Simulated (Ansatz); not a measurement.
# Nudged elastic band of TiSi$_{16}$ (part 1 of 2)

- system: TiSi$_{16}$ (defect cell, 17 atoms in the cell)
- method: DFT PBE-D3(BJ), scalar-relativistic, plane waves, PAW, PAW set soft_1, no spin polarisation (Ansatz 0.2.0)

One setting was made poor on purpose. It belongs to a series of runs on one base structure; here: band between the two ends.

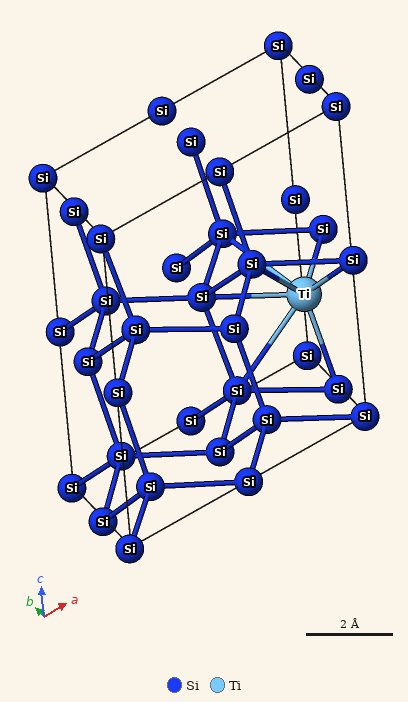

The structure as given in the input (ball-and-stick view of the cell of the calculation, seen slightly off an axis). An atom can appear more than once, as a periodic image.

## Summary

- outcome: converged
- barrier, forward: 1.740 eV
- barrier, backward: 1.740 eV
- electrons treated: 76
- hardware: 1 thread of Intel Xeon (Granite Rapids), 144 GiB of memory available, shared host
- wall time: 12 min
- peak memory: 0.86 GiB

## Notes

A deliberately poor setting: stiff spring. The k-point mesh is coarse for a cell of this size, so the results may not be converged. The order of the saddle point was not checked.

## The input
```yaml
crystal:
  lattice:
    - [0.0, 5.43, 5.43]
    - [5.43, 0.0, 5.43]
    - [5.43, 5.43, 0.0]
  atoms:
    - { symbol: Si, position: [-0.00703643, -0.00227411, -0.00250713] }
    - { symbol: Si, position: [0.12569157, 0.11810246, 0.11788041] }
    - { symbol: Si, position: [0.00139499, -0.01667288, 0.50045575] }
    - { symbol: Si, position: [0.1252941, 0.11738352, 0.62432433] }
    - { symbol: Si, position: [0.00137186, 0.50068887, -0.01687291] }
    - { symbol: Si, position: [0.12528234, 0.62455937, 0.11717116] }
    - { symbol: Si, position: [0.00067962, 0.49983799, 0.49962417] }
    - { symbol: Si, position: [0.12153654, 0.62058898, 0.62039409] }
    - { symbol: Si, position: [0.49882244, -0.00189406, -0.00214027] }
    - { symbol: Si, position: [0.62234407, 0.12166421, 0.12141017] }
    - { symbol: Si, position: [0.49846847, -0.00232966, 0.4920227] }
    - { symbol: Si, position: [0.61888282, 0.11799286, 0.62475874] }
    - { symbol: Si, position: [0.49845879, 0.49227634, -0.00257248] }
    - { symbol: Si, position: [0.61886919, 0.6250097, 0.11775714] }
    - { symbol: Si, position: [0.48423803, 0.500562, 0.50030572] }
    - { symbol: Si, position: [0.61822939, 0.62450253, 0.62425551] }
    - { symbol: Ti, position: [0.87168531, 0.37084179, 0.37062839] }
basis:
  ecutwfc: 420.0
kpoints:
  mp_grid: { grid: [2, 2, 2] }
hamiltonian:
  xc: pbe
  dispersion: d3bj
  pseudopotentials: { kind: paw, azcp: { folder: soft_1 } }
scf:
  occupations: { method: gaussian, width: 0.05 }
  lower_state_search: "off"
  max_iter: 100
neb:
  images: 3
  f_tol: 0.05
  max_iterations: 50
  order_check: false
  spring: 50.0
  optimiser: fire
  final_atoms:
    - { symbol: Si, position: [0.01190253, -0.00231588, -0.00182604] }
    - { symbol: Si, position: [0.13434112, 0.12149405, 0.12233949] }
    - { symbol: Si, position: [0.01186772, -0.00240734, 0.49275787] }
    - { symbol: Si, position: [0.13311109, 0.11745675, 0.62494591] }
    - { symbol: Si, position: [0.01191317, 0.49190847, -0.00176035] }
    - { symbol: Si, position: [0.13302318, 0.62441028, 0.1178619] }
    - { symbol: Si, position: [-0.00064835, 0.49997482, 0.50050911] }
    - { symbol: Si, position: [0.13308061, 0.62428045, 0.62503468] }
    - { symbol: Si, position: [0.50516166, -0.00201806, -0.00138182] }
    - { symbol: Si, position: [0.63829751, 0.11809559, 0.11862145] }
    - { symbol: Si, position: [0.51482231, -0.01667689, 0.50121287] }
    - { symbol: Si, position: [0.63826335, 0.1180593, 0.62542735] }
    - { symbol: Si, position: [0.514733, 0.50055784, -0.01620299] }
    - { symbol: Si, position: [0.63830553, 0.62469276, 0.11866835] }
    - { symbol: Si, position: [0.51478371, 0.50040381, 0.50132904] }
    - { symbol: Si, position: [0.63708804, 0.62083894, 0.62113184] }
    - { symbol: Ti, position: [0.38618834, 0.37093341, 0.3716863] }
```

Command:
```bash
ansatz run input.yaml --threads 1 --pin off --max-ram 3072MiB --backend cpu --events-out ev --progress --plain --runs-dir out
```

## Log
```
Warning: neb: disabling space-group detection — the band's intermediate images generally break the endpoint symmetry, so no spatial operation reduces the k-mesh or symmetrises the density, except that a semilocal band can use its path's symmetry ahead of convergence; time reversal is kept, so that k and −k are solved as one point where they differ and the mesh holds both, and exact exchange and, on two spinor components, a DFT+U term hold to it where the run has them: on two components no moment then forms, and a state that bears one, which a typed moment (crystal.atoms[].spin; refused beside efield: under a hybrid functional) reaches, can lie lower, under hf by electronvolts; crystal.symmetry.detect: false (a key that needs symmetry detection or time reversal refuses this as the deck is read) with time_reversal: false beside it drops time reversal too
Engine: ansatz 0.2.0, x86_64-unknown-linux-gnu
Pseudopotentials: kind: paw
Pseudopotential: Si, paw, valence charge 4, recommended cutoff 420 eV (normal), [file]
Pseudopotential: Ti, paw, valence charge 12, recommended cutoff 420 eV (normal), [file]
Functional definition: PBE
  parameter kappa = 0.804
  parameter beta = 0.06672455060314922
  exchange = pbe_x(kappa = kappa, mu = beta*pi^2/3)
  correlation = pbe_c(beta = beta)
NEB image 0
Crystal: 17 atoms, lattice volume = 320.206 Å³
Basis set: ecut = 420 eV, 6231 PW (Γ), exchange–correlation on 108×108×108 points (8 copies of the dense FFT grid, shifted against one another)
Bands: 55, of which v1, the nominal top of the filled ones, is band 38 counted from 1 (37 counted from 0)
Symmetry: 1 space group operations
k-points: 8
Non-local potential: Si, projectors of the file, l = 0: 2, l = 1: 2, l = 2: 1
Non-local potential: Ti, projectors of the file, l = 0: 3, l = 1: 2, l = 2: 3, l = 3: 1
PAW form: soft (Blöchl's): semilocal exchange-correlation on the pseudo side does not see the compensation charge
PAW one-centre angular grid: Si, 110 points (default); XC on 64 Gauss nodes
PAW one-centre angular grid: Ti, 590 points (default); XC on 64 Gauss nodes
Initial density: superposition of atomic densities (chi_scale 0.1, normalization cell, long waves kept (reshape's long-wave potential 0.02 eV rms))
Initial wavefunctions: pseudopotential atomic-orbital guess
Functional: x = pbe(κ = 0.804, μ = 0.2195149727645171), c = pbe(β = 0.06672455060314922)
SCF iter   1: F=—  HF=-12682.234057 eV  |F-HF|=—  |Δ(HF+E_count)|=         —  Δρ=9.19e-2  dr2=7.15e1  ethr=3.10e-3  ⟨swp⟩=8.4  Hψ=2334  notcnv=0  defer=30
preconditioner: auto → Kerker (q_TF=auto, 2.147 Å⁻¹)  [metal: Δε(μ)=0.013 eV  Ē_g=7.555 eV  σ=0.050 eV  W_gap=0.15  n_scr=58 (ndim 8)  ℏωp=17.1 eV  f_vac=0.000  D(μ)=36.09/eV (n_scr^D=530)]
SCF iter   2: F=—  HF=-12678.065010 eV  |F-HF|=—  |Δ(HF+E_count)|=    4.17e0  Δρ=4.45e-2  dr2=1.84e1  ethr=3.10e-3  ⟨swp⟩=3.8  Hψ=828  notcnv=0  defer=67
SCF iter   3: F=—  HF=-12676.087169 eV  |F-HF|=—  |Δ(HF+E_count)|=    1.98e0  Δρ=8.00e-3  dr2=4.89e-1  ethr=3.10e-3  ⟨swp⟩=3.5  Hψ=741  notcnv=0  defer=67
SCF iter   4: F=—  HF=-12676.056305 eV  |F-HF|=—  |Δ(HF+E_count)|=   3.09e-2  Δρ=2.63e-3  dr2=4.34e-2  ethr=6.43e-4  ⟨swp⟩=2.6  Hψ=582  notcnv=0  defer=69
SCF iter   5: F=—  HF=-12676.064287 eV  |F-HF|=—  |Δ(HF+E_count)|=   7.98e-3  Δρ=6.06e-4  dr2=1.99e-3  ethr=5.71e-5  ⟨swp⟩=2.0  Hψ=574  notcnv=0  defer=69
SCF iter   6: F=—  HF=-12676.064986 eV  |F-HF|=—  |Δ(HF+E_count)|=   6.99e-4  Δρ=2.46e-4  dr2=2.43e-4  ethr=2.62e-6  ⟨swp⟩=2.4  Hψ=631  notcnv=0  defer=69
SCF iter   7: F=—  HF=-12676.064999 eV  |F-HF|=—  |Δ(HF+E_count)|=   1.25e-5  Δρ=9.58e-5  dr2=3.93e-5  ethr=3.20e-7  ⟨swp⟩=2.0  Hψ=681  notcnv=0  defer=69
SCF iter   8: F=—  HF=-12676.065005 eV  |F-HF|=—  |Δ(HF+E_count)|=   6.49e-6  Δρ=2.49e-5  dr2=3.92e-6  ethr=5.17e-8  ⟨swp⟩=2.1  Hψ=685  notcnv=0  defer=69
SCF iter   9: F=—  HF=-12676.065007 eV  |F-HF|=—  |Δ(HF+E_count)|=   1.67e-6  Δρ=5.28e-6  dr2=1.55e-7  ethr=5.16e-9  ⟨swp⟩=2.0  Hψ=626  notcnv=0  defer=69
SCF iter  10: F=-12676.065007 eV  HF=-12676.065007 eV  |F-HF|=1.67e-9  |Δ(HF+E_count)|=   8.35e-8  Δρ=1.83e-6  dr2=1.73e-8  ethr=1.32e-10  ⟨swp⟩=4.8  Hψ=1378  notcnv=0
SCF 1 converged in 10 iterations: F = -12676.065007 eV  dr2 = 1.73e-8
  greatest PAW one-centre occupation: 0.999 electrons in one spin orbital (limit 2), on the Ti atom at site 16 (counted from 0), in its partial waves of l = 0
NSCF: frozen V_eff on 8 k-points
NEB image 4
SCF iter   1: F=—  HF=-12682.226902 eV  |F-HF|=—  |Δ(HF+E_count)|=         —  Δρ=9.18e-2  dr2=7.14e1  ethr=3.10e-3  ⟨swp⟩=8.2  Hψ=2336  notcnv=0  defer=33
preconditioner: auto → Kerker (q_TF=auto, 2.147 Å⁻¹)  [metal: Δε(μ)=0.001 eV  Ē_g=7.557 eV  σ=0.050 eV  W_gap=0.02  n_scr=58 (ndim 8)  ℏωp=17.1 eV  f_vac=0.000  D(μ)=36.16/eV (n_scr^D=530)]
SCF iter   2: F=—  HF=-12678.063639 eV  |F-HF|=—  |Δ(HF+E_count)|=    4.16e0  Δρ=4.45e-2  dr2=1.84e1  ethr=3.10e-3  ⟨swp⟩=3.5  Hψ=760  notcnv=0  defer=67
SCF iter   3: F=—  HF=-12676.086670 eV  |F-HF|=—  |Δ(HF+E_count)|=    1.98e0  Δρ=7.99e-3  dr2=4.85e-1  ethr=3.10e-3  ⟨swp⟩=3.5  Hψ=739  notcnv=0  defer=67
SCF iter   4: F=—  HF=-12676.056186 eV  |F-HF|=—  |Δ(HF+E_count)|=   3.05e-2  Δρ=2.66e-3  dr2=4.46e-2  ethr=6.38e-4  ⟨swp⟩=2.6  Hψ=582  notcnv=0  defer=69
SCF iter   5: F=—  HF=-12676.064113 eV  |F-HF|=—  |Δ(HF+E_count)|=   7.93e-3  Δρ=5.65e-4  dr2=1.91e-3  ethr=5.87e-5  ⟨swp⟩=2.0  Hψ=574  notcnv=0  defer=69
SCF iter   6: F=—  HF=-12676.064818 eV  |F-HF|=—  |Δ(HF+E_count)|=   7.05e-4  Δρ=2.02e-4  dr2=2.00e-4  ethr=2.51e-6  ⟨swp⟩=2.1  Hψ=581  notcnv=0  defer=69
SCF iter   7: F=—  HF=-12676.064849 eV  |F-HF|=—  |Δ(HF+E_count)|=   3.08e-5  Δρ=9.04e-5  dr2=3.02e-5  ethr=2.63e-7  ⟨swp⟩=2.0  Hψ=680  notcnv=0  defer=69
SCF iter   8: F=—  HF=-12676.064841 eV  |F-HF|=—  |Δ(HF+E_count)|=   8.52e-6  Δρ=2.55e-5  dr2=3.79e-6  ethr=3.98e-8  ⟨swp⟩=2.0  Hψ=708  notcnv=0  defer=69
SCF iter   9: F=—  HF=-12676.064842 eV  |F-HF|=—  |Δ(HF+E_count)|=   1.64e-6  Δρ=5.14e-6  dr2=1.65e-7  ethr=4.98e-9  ⟨swp⟩=2.0  Hψ=639  notcnv=0  defer=69
SCF iter  10: F=-12676.064842 eV  HF=-12676.064842 eV  |F-HF|=3.18e-10  |Δ(HF+E_count)|=   8.45e-8  Δρ=1.53e-6  dr2=1.41e-8  ethr=1.32e-10  ⟨swp⟩=4.6  Hψ=1376  notcnv=0
SCF 2 converged in 10 iterations: F = -12676.064842 eV  dr2 = 1.41e-8
NSCF: frozen V_eff on 8 k-points
NEB end point (image 0): max|allowed force component| = 1.288e-2 eV/Å (the criterion of neb.relax_end_points is 1.000e-2)
NEB end point (image 4): max|allowed force component| = 2.750e-2 eV/Å (the criterion of neb.relax_end_points is 1.000e-2)
NEB image 1
SCF iter   1: F=—  HF=-12683.459472 eV  |F-HF|=—  |Δ(HF+E_count)|=         —  Δρ=1.41e-1  dr2=1.63e2  ethr=3.10e-3  ⟨swp⟩=8.2  Hψ=2486  notcnv=0  defer=34
preconditioner: auto → Resta (q_TF=auto, 2.147 Å⁻¹)  ε∞=6.0  [insulator: Δε(μ)=0.114 eV  Ē_g=7.645 eV  σ=0.050 eV  W_gap=0.89  n_scr=58 (ndim 8)  ℏωp=17.1 eV  f_vac=0.000  D(μ)=2.27/eV (n_scr^D=8)  ε∞_Penn≈6.0]
SCF iter   2: F=—  HF=-12671.368826 eV  |F-HF|=—  |Δ(HF+E_count)|=    1.21e1  Δρ=4.32e-2  dr2=1.49e1  ethr=3.10e-3  ⟨swp⟩=4.8  Hψ=1102  notcnv=0  defer=59
preconditioner: auto → Kerker (q_TF=auto, 2.147 Å⁻¹)  [metal: Δε(μ)=0.021 eV  Ē_g=7.589 eV  σ=0.050 eV  W_gap=0.24  n_scr=58 (ndim 8)  ℏωp=17.1 eV  f_vac=0.000  D(μ)=10.82/eV (n_scr^D=64)]
[...]
NEB image 2
preconditioner: auto → Resta (q_TF=auto, 2.147 Å⁻¹)  ε∞=5.7  [insulator: Δε(μ)=0.149 eV  Ē_g=7.891 eV  σ=0.050 eV  W_gap=0.55  n_scr=58 (ndim 8)  ℏωp=17.1 eV  f_vac=0.000  D(μ)=7.36/eV (n_scr^D=58)  ε∞_Penn≈5.7]
preconditioner: auto → Kerker (q_TF=auto, 2.147 Å⁻¹)  [metal: Δε(μ)=0.047 eV  Ē_g=7.789 eV  σ=0.050 eV  W_gap=0.49  n_scr=58 (ndim 8)  ℏωp=17.1 eV  f_vac=0.000  D(μ)=9.87/eV (n_scr^D=64)]
  greatest PAW one-centre occupation: 1.012 electrons in one spin orbital (limit 2), on the Ti atom at site 16 (counted from 0), in its partial waves of l = 1
NEB image 3
preconditioner: auto → Resta (q_TF=auto, 2.147 Å⁻¹)  ε∞=6.0  [insulator: Δε(μ)=0.111 eV  Ē_g=7.644 eV  σ=0.050 eV  W_gap=0.88  n_scr=58 (ndim 8)  ℏωp=17.1 eV  f_vac=0.000  D(μ)=2.36/eV (n_scr^D=8)  ε∞_Penn≈6.0]
preconditioner: auto → Kerker (q_TF=auto, 2.147 Å⁻¹)  [metal: Δε(μ)=0.022 eV  Ē_g=7.588 eV  σ=0.050 eV  W_gap=0.24  n_scr=58 (ndim 8)  ℏωp=17.1 eV  f_vac=0.000  D(μ)=10.84/eV (n_scr^D=64)]
NEB iter   1: max|band force component| = 4.828e1 eV/Å  barrier→ = 20.2795 eV  barrier← = 20.2794 eV  Δτ_max = 0.2000 Å  (53 SCF iters)
NEB image 1
Initial density: handed on by an earlier stage of this run
Initial wavefunctions: those handed on with the density
preconditioner: auto → Resta (q_TF=auto, 2.147 Å⁻¹)  ε∞=6.1  [insulator: Δε(μ)=0.062 eV  Ē_g=7.552 eV  σ=0.050 eV  W_gap=0.60  n_scr=58 (ndim 8)  ℏωp=17.1 eV  f_vac=0.000  D(μ)=6.25/eV (n_scr^D=26)  ε∞_Penn≈6.1]
preconditioner: auto → Kerker (q_TF=auto, 2.147 Å⁻¹)  [metal: Δε(μ)=0.018 eV  Ē_g=7.531 eV  σ=0.050 eV  W_gap=0.20  n_scr=58 (ndim 8)  ℏωp=17.1 eV  f_vac=0.000  D(μ)=7.15/eV (n_scr^D=58)]
  greatest PAW one-centre occupation: 0.998 electrons in one spin orbital (limit 2), on the Ti atom at site 16 (counted from 0), in its partial waves of l = 0
NEB image 2
preconditioner: auto → Resta (q_TF=auto, 2.147 Å⁻¹)  ε∞=6.0  [insulator: Δε(μ)=0.070 eV  Ē_g=7.630 eV  σ=0.050 eV  W_gap=0.64  n_scr=58 (ndim 8)  ℏωp=17.1 eV  f_vac=0.000  D(μ)=11.68/eV (n_scr^D=88)  ε∞_Penn≈6.0]
preconditioner: auto → Kerker (q_TF=auto, 2.147 Å⁻¹)  [metal: Δε(μ)=0.055 eV  Ē_g=7.556 eV  σ=0.050 eV  W_gap=0.45  n_scr=58 (ndim 8)  ℏωp=17.1 eV  f_vac=0.000  D(μ)=9.35/eV (n_scr^D=58)]
NEB image 3
preconditioner: auto → Resta (q_TF=auto, 2.147 Å⁻¹)  ε∞=6.1  [insulator: Δε(μ)=0.062 eV  Ē_g=7.552 eV  σ=0.050 eV  W_gap=0.59  n_scr=58 (ndim 8)  ℏωp=17.1 eV  f_vac=0.000  D(μ)=6.28/eV (n_scr^D=26)  ε∞_Penn≈6.1]
preconditioner: auto → Kerker (q_TF=auto, 2.147 Å⁻¹)  [metal: Δε(μ)=0.020 eV  Ē_g=7.531 eV  σ=0.050 eV  W_gap=0.22  n_scr=58 (ndim 8)  ℏωp=17.1 eV  f_vac=0.000  D(μ)=7.06/eV (n_scr^D=50)]
NEB iter   2: max|band force component| = 1.916e1 eV/Å  barrier→ = 7.7081 eV  barrier← = 7.7079 eV  Δτ_max = 0.2000 Å  (25 SCF iters)
[... from here on the SCF iterations and repeated set-up lines of each step are left out, up to the last step ...]
NEB image 1
NEB image 2
NEB image 3
NEB iter   3: max|band force component| = 6.566e0 eV/Å  barrier→ = 3.4431 eV  barrier← = 3.4429 eV  Δτ_max = 0.0945 Å  (27 SCF iters)
NEB image 1
NEB image 2
NEB image 3
NEB iter   4: max|band force component| = 4.191e0 eV/Å  barrier→ = 2.6616 eV  barrier← = 2.6615 eV  Δτ_max = 0.1548 Å  (23 SCF iters)
NEB image 1
NEB image 2
NEB image 3
NEB iter   5: max|band force component| = 2.399e0 eV/Å  barrier→ = 2.1955 eV  barrier← = 2.1953 eV  Δτ_max = 0.1867 Å  (24 SCF iters)
NEB image 1
NEB image 2
NEB image 3
NEB iter   6: max|band force component| = 2.083e0 eV/Å  barrier→ = 2.1411 eV  barrier← = 2.1410 eV  Δτ_max = 0.0075 Å  (23 SCF iters)
NEB image 1
NEB image 2
NEB image 3
NEB iter   7: max|band force component| = 1.854e0 eV/Å  barrier→ = 2.1088 eV  barrier← = 2.1086 eV  Δτ_max = 0.0142 Å  (18 SCF iters)
NEB image 1
NEB image 2
NEB image 3
NEB iter   8: max|band force component| = 1.644e0 eV/Å  barrier→ = 2.0550 eV  barrier← = 2.0548 eV  Δτ_max = 0.0192 Å  (18 SCF iters)
NEB image 1
NEB image 2
NEB image 3
NEB iter   9: max|band force component| = 1.740e0 eV/Å  barrier→ = 1.9973 eV  barrier← = 1.9971 eV  Δτ_max = 0.0246 Å  (20 SCF iters)
NEB image 1
NEB image 2
NEB image 3
NEB iter  10: max|band force component| = 1.804e0 eV/Å  barrier→ = 1.9529 eV  barrier← = 1.9527 eV  Δτ_max = 0.0316 Å  (18 SCF iters)
NEB image 1
NEB image 2
NEB image 3
NEB iter  11: max|band force component| = 1.766e0 eV/Å  barrier→ = 1.9306 eV  barrier← = 1.9305 eV  Δτ_max = 0.0390 Å  (20 SCF iters)
NEB image 1
NEB image 2
NEB image 3
NEB iter  12: max|band force component| = 1.604e0 eV/Å  barrier→ = 1.9250 eV  barrier← = 1.9248 eV  Δτ_max = 0.0501 Å  (18 SCF iters)
NEB image 1
NEB image 2
NEB image 3
NEB iter  13: max|band force component| = 1.279e0 eV/Å  barrier→ = 1.9200 eV  barrier← = 1.9199 eV  Δτ_max = 0.0604 Å  (18 SCF iters)
NEB image 1
NEB image 2
NEB image 3
NEB iter  14: max|band force component| = 9.229e-1 eV/Å  barrier→ = 1.8992 eV  barrier← = 1.8990 eV  Δτ_max = 0.0679 Å  (19 SCF iters)
NEB image 1
NEB image 2
NEB image 3
NEB iter  15: max|band force component| = 5.534e-1 eV/Å  barrier→ = 1.8615 eV  barrier← = 1.8614 eV  Δτ_max = 0.0692 Å  (19 SCF iters)
NEB image 1
NEB image 2
NEB image 3
NEB iter  16: max|band force component| = 5.648e-1 eV/Å  barrier→ = 1.8310 eV  barrier← = 1.8308 eV  Δτ_max = 0.0596 Å  (19 SCF iters)
NEB image 1
NEB image 2
NEB image 3
NEB iter  17: max|band force component| = 1.062e0 eV/Å  barrier→ = 1.8241 eV  barrier← = 1.8240 eV  Δτ_max = 0.0025 Å  (19 SCF iters)
NEB image 1
NEB image 2
NEB image 3
NEB iter  18: max|band force component| = 1.012e0 eV/Å  barrier→ = 1.8201 eV  barrier← = 1.8199 eV  Δτ_max = 0.0048 Å  (18 SCF iters)
NEB image 1
NEB image 2
NEB image 3
NEB iter  19: max|band force component| = 9.150e-1 eV/Å  barrier→ = 1.8132 eV  barrier← = 1.8130 eV  Δτ_max = 0.0070 Å  (18 SCF iters)
NEB image 1
NEB image 2
NEB image 3
NEB iter  20: max|band force component| = 7.787e-1 eV/Å  barrier→ = 1.8053 eV  barrier← = 1.8052 eV  Δτ_max = 0.0088 Å  (18 SCF iters)
NEB image 1
NEB image 2
NEB image 3
NEB iter  21: max|band force component| = 6.124e-1 eV/Å  barrier→ = 1.7984 eV  barrier← = 1.7983 eV  Δτ_max = 0.0102 Å  (18 SCF iters)
NEB image 1
NEB image 2
NEB image 3
NEB iter  22: max|band force component| = 5.087e-1 eV/Å  barrier→ = 1.7938 eV  barrier← = 1.7937 eV  Δτ_max = 0.0111 Å  (18 SCF iters)
NEB image 1
NEB image 2
NEB image 3
NEB iter  23: max|band force component| = 5.036e-1 eV/Å  barrier→ = 1.7915 eV  barrier← = 1.7913 eV  Δτ_max = 0.0123 Å  (18 SCF iters)
NEB image 1
NEB image 2
NEB image 3
NEB iter  24: max|band force component| = 4.640e-1 eV/Å  barrier→ = 1.7899 eV  barrier← = 1.7898 eV  CI = image 1  Δτ_max = 0.0013 Å  (18 SCF iters)
NEB image 1
NEB image 2
NEB image 3
NEB iter  25: max|band force component| = 4.430e-1 eV/Å  barrier→ = 1.7889 eV  barrier← = 1.7887 eV  CI = image 1  Δτ_max = 0.0026 Å  (18 SCF iters)
NEB image 1
NEB image 2
NEB image 3
NEB iter  26: max|band force component| = 4.028e-1 eV/Å  barrier→ = 1.7871 eV  barrier← = 1.7870 eV  CI = image 1  Δτ_max = 0.0037 Å  (18 SCF iters)
NEB image 1
NEB image 2
NEB image 3
NEB iter  27: max|band force component| = 3.466e-1 eV/Å  barrier→ = 1.7851 eV  barrier← = 1.7850 eV  CI = image 1  Δτ_max = 0.0047 Å  (18 SCF iters)
NEB image 1
NEB image 2
NEB image 3
NEB iter  28: max|band force component| = 2.794e-1 eV/Å  barrier→ = 1.7833 eV  barrier← = 1.7832 eV  CI = image 1  Δτ_max = 0.0055 Å  (18 SCF iters)
NEB image 1
NEB image 2
NEB image 3
NEB iter  29: max|band force component| = 2.082e-1 eV/Å  barrier→ = 1.7819 eV  barrier← = 1.7818 eV  CI = image 1  Δτ_max = 0.0059 Å  (18 SCF iters)
NEB image 1
NEB image 2
NEB image 3
NEB iter  30: max|band force component| = 1.454e-1 eV/Å  barrier→ = 1.7807 eV  barrier← = 1.7806 eV  CI = image 1  Δτ_max = 0.0066 Å  (18 SCF iters)
NEB image 1
NEB image 2
NEB image 3
```
